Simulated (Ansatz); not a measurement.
# Geometry relaxation of MoSi2 (part 1 of 2)

- system: MoSi2 (slab, 6 atoms in the cell)
- method: DFT PBE, scalar-relativistic, plane waves, PAW, PAW set soft_1, no spin polarisation (Ansatz 0.2.0)

The structure derives from an entry of the Crystallography Open Database. The input holds or restrains some coordinates. Forces given for the steps count only the free coordinates. Figures and captions count atoms from 1; the log counts them from 0 in places.

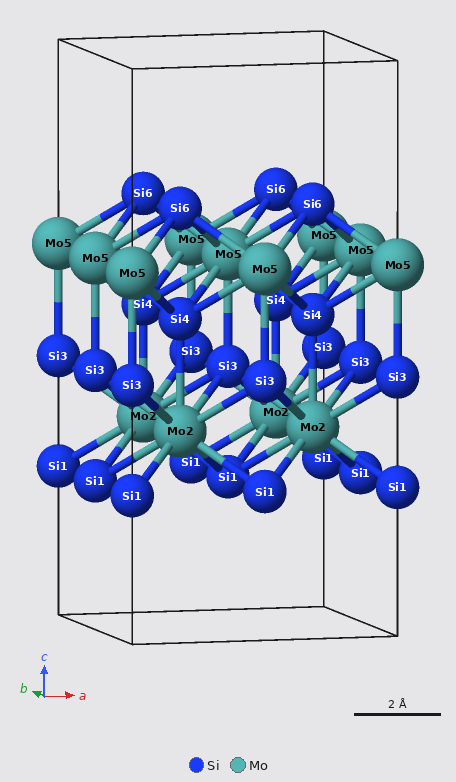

Fig. 1: The structure as given in the input (ball-and-stick view of the 2 × 2 repeat of the cell, with the vacuum cut short, seen slightly off an axis; atoms are numbered from 1 in the order of the input). An atom can appear more than once, as a periodic image.

Results in brief:

- outcome: converged under the restraints of the input
- electrons treated: 44
- free energy: −12455.3645 eV
- work function, top face: 4.45 eV
- work function, bottom face: 4.56 eV
- Fermi energy: 3.239 eV
- gap on the k-point mesh: none (metallic)
- final volume: 212.50 Å³
- work function (upper face): 4.45 eV
- largest force (length of the vector) at the end, held atoms and coordinates included: 0.511 eV/Å
- hardware: 1 thread of Arm Neoverse V1, 24 GiB of memory available, shared host
- wall time: 39 s
- peak memory: 0.4 GiB

Input file:
```yaml
crystal:
  lattice:
    - [3.2169717406, 0.0, 0.0]
    - [0.0, 3.2169717406, 0.0]
    - [0.0, 0.0, 20.5332491972]
  atoms:
    - { symbol: Si, position: [0.0, 0.0, 0.3409104878] }
    - { symbol: Mo, position: [0.5, 0.5, 0.4041405081] }
    - { symbol: Si, position: [0.0, 0.0, 0.4673705285] }
    - { symbol: Si, position: [0.5, 0.5, 0.5326294715] }
    - { symbol: Mo, position: [0.0, 0.0, 0.5958594919] }
    - { symbol: Si, position: [0.5, 0.5, 0.6590895122] }
basis:
  ecutwfc: 420
kpoints:
  mp_grid: { grid: [9, 9, 1] }
hamiltonian:
  xc: pbe
  pseudopotentials: { kind: paw, azcp: { folder: soft_1 } }
scf:
  occupations: { method: gaussian, width: 0.1 }
output:
  forces: true
  eigenvalues: true
relax:
  adjacent_minimum: "off"
  f_tol: 0.03
  max_steps: 50
  constraints: [{ sites: [0, 1, 2] }]
efield:
  axis: 3
  dipole_correction: true
  ramp_width: 0.04
```

Launched with:
```bash
ansatz run input.yaml --threads 1 --pin off --max-ram 3072MiB --backend cpu --events-out ev --progress --plain --runs-dir out
```

The program's output:
```
Engine: ansatz 0.2.0, aarch64-unknown-linux-gnu
Pseudopotentials: kind: paw
Pseudopotential: Si, paw, valence charge 4, recommended cutoff 420 eV (normal), [file]
Pseudopotential: Mo, paw, valence charge 14, recommended cutoff 420 eV (normal), [file]
Functional definition: PBE
  parameter kappa = 0.804
  parameter beta = 0.06672455060314922
  exchange = pbe_x(kappa = kappa, mu = beta*pi^2/3)
  correlation = pbe_c(beta = beta)
Crystal: 6 atoms, lattice volume = 212.497 Å³
Basis set: ecut = 420 eV, 4165 PW (Γ), exchange–correlation on 48×48×288 points (8 copies of the dense FFT grid, shifted against one another)
Bands: 28, of which v1, the nominal top of the filled ones, is band 22 counted from 1 (21 counted from 0)
Symmetry: 8 space group operations
k-points: 15 of 81
Non-local potential: Si, projectors of the file, l = 0: 2, l = 1: 2, l = 2: 1
Non-local potential: Mo, projectors of the file, l = 0: 3, l = 1: 2, l = 2: 2, l = 3: 1
PAW form: soft (Blöchl's): semilocal exchange-correlation on the pseudo side does not see the compensation charge
PAW one-centre angular grid: Si, 110 points (default); XC on 64 Gauss nodes
PAW one-centre angular grid: Mo, 590 points (default); XC on 64 Gauss nodes
Initial density: superposition of atomic densities (neutral atoms: chi_scale 0, normalization atom)
Initial wavefunctions: pseudopotential atomic-orbital guess
Functional: x = pbe(κ = 0.804, μ = 0.2195149727645171), c = pbe(β = 0.06672455060314922)
SCF iter   1: F=—  HF=-12457.744222 eV  |F-HF|=—  |Δ(HF+E_count)|=         —  Δρ=4.76e-2  dr2=1.30e1  ethr=3.10e-3  p=0.000 e·Å  D=4.44e-14 V/Å  ΔV_dip=-0.00 eV  dr2_dipole=5.31e-9  V_vac-E_F(+/−)=6.50/6.50 eV  ⟨swp⟩=11.1  Hψ=2758  notcnv=0
efield: sawtooth ramp at fractional position 0.9800 (placed from the atoms, in the widest stretch of the axis that holds none; the zero of the levels goes with the place), width 0.0400; the density the first Hamiltonian is built on has a dipole p = 0.000 e·Å; the dipole correction subtracts the counter field D = 4.44e-14 V/Å, which shifts the + side's vacuum level by -0.00 eV against the − side's; the planar-averaged density in the ramp window peaks in size at 2.5e-6 e/Å³
preconditioner: auto → LDOS  [metal: Δε(μ)=0.037 eV  Ē_g=6.630 eV  σ=0.100 eV  W_gap=0.20  n_scr=32 (ndim 8)  ℏωp=13.5 eV  f_vac=0.491  D(μ)=4.26/eV (n_scr^D=12)  β→1.0]
SCF iter   2: F=—  HF=-12456.050635 eV  |F-HF|=—  |Δ(HF+E_count)|=    1.69e0  Δρ=3.67e-2  dr2=3.80e0  ethr=3.10e-3  p=0.000 e·Å  D=3.79e-5 V/Å  ΔV_dip=-0.00 eV  dr2_dipole=4.17e-9  V_vac-E_F(+/−)=4.89/4.89 eV  ⟨swp⟩=4.0  Hψ=1174  notcnv=0  defer=18
SCF iter   3: F=—  HF=-12455.369982 eV  |F-HF|=—  |Δ(HF+E_count)|=   6.81e-1  Δρ=7.98e-3  dr2=3.02e-1  ethr=3.10e-3  p=0.000 e·Å  D=2.63e-6 V/Å  ΔV_dip=-0.00 eV  dr2_dipole=1.14e-9  V_vac-E_F(+/−)=4.92/4.92 eV  ⟨swp⟩=3.1  Hψ=978  notcnv=0  defer=18
SCF iter   4: F=—  HF=-12455.317195 eV  |F-HF|=—  |Δ(HF+E_count)|=   5.28e-2  Δρ=2.07e-3  dr2=1.37e-2  ethr=6.87e-4  p=0.000 e·Å  D=7.83e-6 V/Å  ΔV_dip=-0.00 eV  dr2_dipole=5.77e-9  V_vac-E_F(+/−)=4.77/4.77 eV  ⟨swp⟩=2.5  Hψ=760  notcnv=0  defer=18
SCF iter   5: F=—  HF=-12455.318642 eV  |F-HF|=—  |Δ(HF+E_count)|=   1.45e-3  Δρ=8.51e-4  dr2=5.63e-3  ethr=3.12e-5  p=-0.000 e·Å  D=-2.30e-6 V/Å  ΔV_dip=0.00 eV  dr2_dipole=7.84e-10  V_vac-E_F(+/−)=4.65/4.65 eV  ⟨swp⟩=2.1  Hψ=739  notcnv=0  defer=18
SCF iter   6: F=—  HF=-12455.317846 eV  |F-HF|=—  |Δ(HF+E_count)|=   7.96e-4  Δρ=2.34e-4  dr2=1.73e-4  ethr=1.28e-5  p=-0.000 e·Å  D=-2.48e-6 V/Å  ΔV_dip=0.00 eV  dr2_dipole=3.58e-10  V_vac-E_F(+/−)=4.59/4.59 eV  ⟨swp⟩=2.7  Hψ=755  notcnv=0  defer=18
SCF iter   7: F=-12455.317870 eV  HF=-12455.317876 eV  |F-HF|=6.54e-6  |Δ(HF+E_count)|=   3.00e-5  Δρ=7.66e-5  dr2=1.62e-5  ethr=5.11e-8  p=-0.000 e·Å  D=-4.43e-7 V/Å  ΔV_dip=0.00 eV  dr2_dipole=1.10e-12  V_vac-E_F(+/−)=4.57/4.57 eV  ⟨swp⟩=14.1  Hψ=2939  notcnv=0
SCF 1 converged in 7 iterations: F = -12455.317870 eV  dr2 = 1.62e-5
  greatest PAW one-centre occupation: 0.999 electrons in one spin orbital (limit 2), on the Mo atom at site 4 (counted from 0), in its partial waves of l = 0
relax step   1: F+E_penalty+E_count = -12455.31786971 eV  Δ(F+E_penalty+E_count) = +0.000e0 eV  max|allowed force component| = 5.079e-1 eV/Å  Δτ_max = 0.0000 Å  (7 SCF iters, dr2 threshold 2.25e-5 eV, accepted)
Initial density: handed on by an earlier stage of this run
Initial wavefunctions: those handed on with the density
iter 1 solved again at ethr=4.67e-4 eV; its pass at ethr=3.10e-3 eV (dr2=2.06e-1 eV) is discarded
SCF iter   1: F=—  HF=-12455.377231 eV  |F-HF|=—  |Δ(HF+E_count)|=         —  Δρ=4.50e-3  dr2=1.99e-1  ethr=4.67e-4  p=-0.000 e·Å  D=-1.78e-6 V/Å  ΔV_dip=0.00 eV  dr2_dipole=3.55e-2  V_vac-E_F(+/−)=4.59/4.59 eV  ⟨swp⟩=2.1  Hψ=1719  notcnv=0  defer=18
efield: sawtooth ramp at fractional position 0.9800 (handed on by an earlier solve), width 0.0400; the density the first Hamiltonian is built on has a dipole p = -0.000 e·Å; the dipole correction subtracts the counter field D = -1.78e-6 V/Å, which shifts the + side's vacuum level by +0.00 eV against the − side's; the planar-averaged density in the ramp window peaks in size at 2.3e-6 e/Å³
preconditioner: auto → LDOS  [metal: Δε(μ)=0.069 eV  Ē_g=6.229 eV  σ=0.100 eV  W_gap=0.36  n_scr=32 (ndim 8)  ℏωp=13.5 eV  f_vac=0.511  D(μ)=3.55/eV (n_scr^D=10)  β→1.0]
SCF iter   2: F=—  HF=-12455.361895 eV  |F-HF|=—  |Δ(HF+E_count)|=   1.53e-2  Δρ=1.50e-3  dr2=1.89e-2  ethr=4.53e-4  p=0.007 e·Å  D=5.86e-3 V/Å  ΔV_dip=-0.12 eV  dr2_dipole=1.45e-4  V_vac-E_F(+/−)=4.45/4.57 eV  ⟨swp⟩=2.1  Hψ=625  notcnv=0  defer=18
SCF iter   3: F=—  HF=-12455.359103 eV  |F-HF|=—  |Δ(HF+E_count)|=   2.79e-3  Δρ=4.99e-4  dr2=2.28e-3  ethr=4.29e-5  p=0.004 e·Å  D=3.34e-3 V/Å  ΔV_dip=-0.07 eV  dr2_dipole=2.51e-5  V_vac-E_F(+/−)=4.49/4.56 eV  ⟨swp⟩=2.5  Hψ=692  notcnv=0  defer=18
SCF iter   4: F=—  HF=-12455.358979 eV  |F-HF|=—  |Δ(HF+E_count)|=   1.23e-4  Δρ=8.97e-5  dr2=2.82e-5  ethr=5.17e-6  p=0.004 e·Å  D=3.54e-3 V/Å  ΔV_dip=-0.07 eV  dr2_dipole=1.40e-7  V_vac-E_F(+/−)=4.49/4.56 eV  ⟨swp⟩=2.6  Hψ=720  notcnv=0  defer=18
SCF iter   5: F=-12455.358985 eV  HF=-12455.358988 eV  |F-HF|=2.07e-6  |Δ(HF+E_count)|=   8.14e-6  Δρ=3.49e-5  dr2=5.87e-6  ethr=3.66e-8  p=0.004 e·Å  D=3.46e-3 V/Å  ΔV_dip=-0.07 eV  dr2_dipole=1.89e-7  V_vac-E_F(+/−)=4.49/4.56 eV  ⟨swp⟩=13.8  Hψ=2491  notcnv=0
SCF 2 converged in 5 iterations: F = -12455.358985 eV  dr2 = 5.87e-6
relax step   2: F+E_penalty+E_count = -12455.35898544 eV  Δ(F+E_penalty+E_count) = -4.112e-2 eV  max|allowed force component| = 2.854e-1 eV/Å  Δτ_max = 0.1253 Å  (5 SCF iters, dr2 threshold 1.61e-5 eV, accepted)
SCF iter   1: F=—  HF=-12455.365288 eV  |F-HF|=—  |Δ(HF+E_count)|=         —  Δρ=9.69e-4  dr2=5.87e-3  ethr=2.82e-4  p=0.004 e·Å  D=3.46e-3 V/Å  ΔV_dip=-0.07 eV  dr2_dipole=1.65e-3  V_vac-E_F(+/−)=4.48/4.56 eV  ⟨swp⟩=2.1  Hψ=887  notcnv=0  defer=18
efield: sawtooth ramp at fractional position 0.9800 (handed on by an earlier solve), width 0.0400; the density the first Hamiltonian is built on has a dipole p = 0.004 e·Å; the dipole correction subtracts the counter field D = 3.46e-3 V/Å, which shifts the + side's vacuum level by -0.07 eV against the − side's; the planar-averaged density in the ramp window peaks in size at 2.3e-6 e/Å³
preconditioner: auto → LDOS  [metal: Δε(μ)=0.057 eV  Ē_g=6.234 eV  σ=0.100 eV  W_gap=0.31  n_scr=32 (ndim 8)  ℏωp=13.5 eV  f_vac=0.512  D(μ)=3.67/eV (n_scr^D=10)  β→1.0]
SCF iter   2: F=—  HF=-12455.364673 eV  |F-HF|=—  |Δ(HF+E_count)|=   6.16e-4  Δρ=5.51e-4  dr2=2.78e-3  ethr=1.33e-5  p=0.007 e·Å  D=5.72e-3 V/Å  ΔV_dip=-0.12 eV  dr2_dipole=4.54e-4  V_vac-E_F(+/−)=4.44/4.56 eV  ⟨swp⟩=3.3  Hψ=967  notcnv=0  defer=18
SCF iter   3: F=—  HF=-12455.364505 eV  |F-HF|=—  |Δ(HF+E_count)|=   1.67e-4  Δρ=1.78e-4  dr2=1.62e-4  ethr=6.31e-6  p=0.006 e·Å  D=5.21e-3 V/Å  ΔV_dip=-0.11 eV  dr2_dipole=2.72e-6  V_vac-E_F(+/−)=4.45/4.56 eV  ⟨swp⟩=2.0  Hψ=602  notcnv=0  defer=18
SCF iter   4: F=-12455.364461 eV  HF=-12455.364464 eV  |F-HF|=3.80e-6  |Δ(HF+E_count)|=   4.09e-5  Δρ=2.65e-5  dr2=4.52e-6  ethr=1.16e-8  p=0.006 e·Å  D=5.27e-3 V/Å  ΔV_dip=-0.11 eV  dr2_dipole=1.29e-6  V_vac-E_F(+/−)=4.45/4.56 eV  ⟨swp⟩=12.5  Hψ=2940  notcnv=0
SCF 3 converged in 4 iterations: F = -12455.364461 eV  dr2 = 4.52e-6
relax step   3: F+E_penalty+E_count = -12455.36446068 eV  Δ(F+E_penalty+E_count) = -5.475e-3 eV  max|allowed force component| = 3.586e-2 eV/Å  Δτ_max = 0.0322 Å  (4 SCF iters, dr2 threshold 5.09e-6 eV, accepted)
SCF iter   1: F=—  HF=-12455.364383 eV  |F-HF|=—  |Δ(HF+E_count)|=         —  Δρ=1.87e-4  dr2=1.80e-4  ethr=1.82e-6  p=0.006 e·Å  D=5.27e-3 V/Å  ΔV_dip=-0.11 eV  dr2_dipole=7.21e-6  V_vac-E_F(+/−)=4.45/4.56 eV  ⟨swp⟩=2.1  Hψ=870  notcnv=0
efield: sawtooth ramp at fractional position 0.9800 (handed on by an earlier solve), width 0.0400; the density the first Hamiltonian is built on has a dipole p = 0.006 e·Å; the dipole correction subtracts the counter field D = 5.27e-3 V/Å, which shifts the + side's vacuum level by -0.11 eV against the − side's; the planar-averaged density in the ramp window peaks in size at 2.2e-6 e/Å³
preconditioner: auto → LDOS  [metal: Δε(μ)=0.051 eV  Ē_g=6.231 eV  σ=0.100 eV  W_gap=0.27  n_scr=32 (ndim 8)  ℏωp=13.5 eV  f_vac=0.512  D(μ)=3.71/eV (n_scr^D=10)  β→1.0]
SCF iter   2: F=—  HF=-12455.364355 eV  |F-HF|=—  |Δ(HF+E_count)|=   2.80e-5  Δρ=6.47e-5  dr2=3.61e-5  ethr=4.08e-7  p=0.006 e·Å  D=5.27e-3 V/Å  ΔV_dip=-0.11 eV  dr2_dipole=4.48e-6  V_vac-E_F(+/−)=4.45/4.56 eV  ⟨swp⟩=2.5  Hψ=852  notcnv=0
SCF iter   3: F=—  HF=-12455.364549 eV  |F-HF|=—  |Δ(HF+E_count)|=   1.94e-4  Δρ=1.71e-5  dr2=1.95e-6  ethr=8.21e-8  p=0.006 e·Å  D=5.30e-3 V/Å  ΔV_dip=-0.11 eV  dr2_dipole=5.48e-8  V_vac-E_F(+/−)=4.45/4.56 eV  ⟨swp⟩=2.1  Hψ=614  notcnv=0
SCF iter   4: F=—  HF=-12455.364548 eV  |F-HF|=—  |Δ(HF+E_count)|=   2.37e-7  Δρ=5.69e-6  dr2=2.13e-7  ethr=4.42e-9  p=0.006 e·Å  D=5.32e-3 V/Å  ΔV_dip=-0.11 eV  dr2_dipole=6.04e-8  V_vac-E_F(+/−)=4.45/4.56 eV  ⟨swp⟩=3.0  Hψ=825  notcnv=0
SCF iter   5: F=-12455.364548 eV  HF=-12455.364548 eV  |F-HF|=1.01e-8  |Δ(HF+E_count)|=   3.14e-8  Δρ=1.82e-6  dr2=2.33e-8  ethr=2.27e-10  p=0.006 e·Å  D=5.33e-3 V/Å  ΔV_dip=-0.11 eV  dr2_dipole=8.49e-9  V_vac-E_F(+/−)=4.45/4.56 eV  ⟨swp⟩=9.8  Hψ=2016  notcnv=0
SCF 4 converged in 5 iterations: F = -12455.364548 eV  dr2 = 2.33e-8
  greatest PAW one-centre occupation: 0.999 electrons in one spin orbital (limit 2), on the Mo atom at site 1 (counted from 0), in its partial waves of l = 0
relax step   4: F+E_penalty+E_count = -12455.36454843 eV  Δ(F+E_penalty+E_count) = -8.775e-5 eV  max|allowed force component| = 5.387e-3 eV/Å  Δτ_max = 0.0033 Å  (5 SCF iters, accepted)
```
